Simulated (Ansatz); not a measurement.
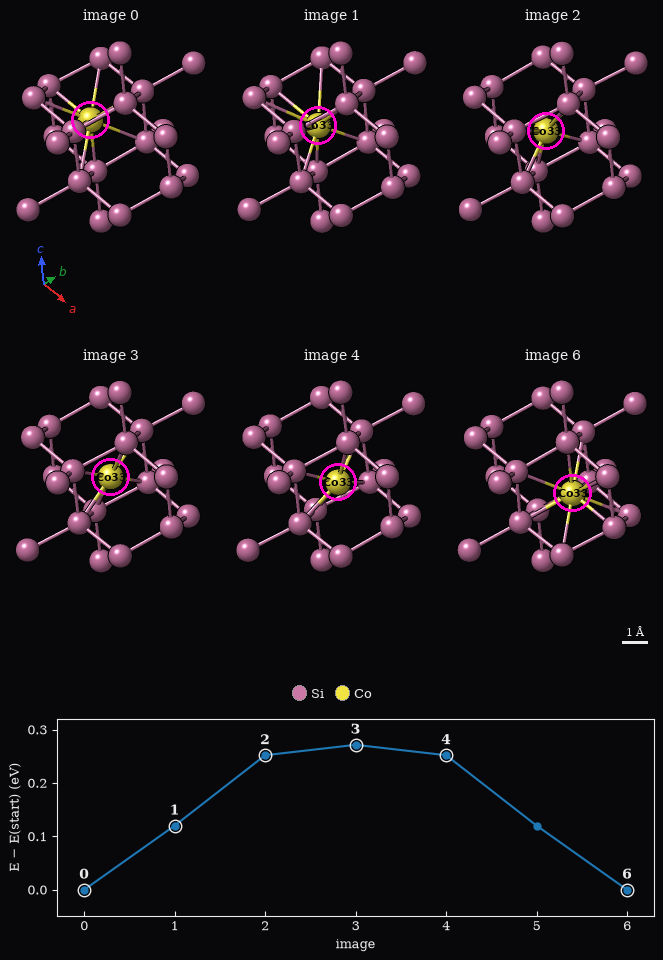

A search for the minimum-energy path of a defect cell of composition CoSi32 (33 atoms in the cell) by the nudged elastic band. Images are numbered from 0 (start) to 6 (end). Style: ball-and-stick. Shown: the atoms within 4.8 Å of the middle of the path, slightly off an axis. The moving atom is ringed, with any periodic copies. Bonds to atoms that aren't drawn are left out.

The calculation used DFT PBE, scalar-relativistic, plane waves, PAW (Ansatz 0.2.0). Run with plane-wave cutoff 420 eV; k-point mesh 2 × 2 × 2; Gaussian smearing 0.02 eV; spin collinear; 5 movable images; climbing image.

What happens along the path, and what is the barrier?

Answer. The Co atom travels furthest, 2.35 Å from end to end, along +a, on a straight line. At the highest image its nearest neighbour (Si) is 2.32 Å away, against 2.40 Å at the start, and the surrounding atoms stand up to 0.06 Å off the mean of their end positions. The barrier is about 0.271 eV in both directions, with image 3 at the top; the ends have the same energy. The band converged in 3 iterations, with a climbing image at the top.
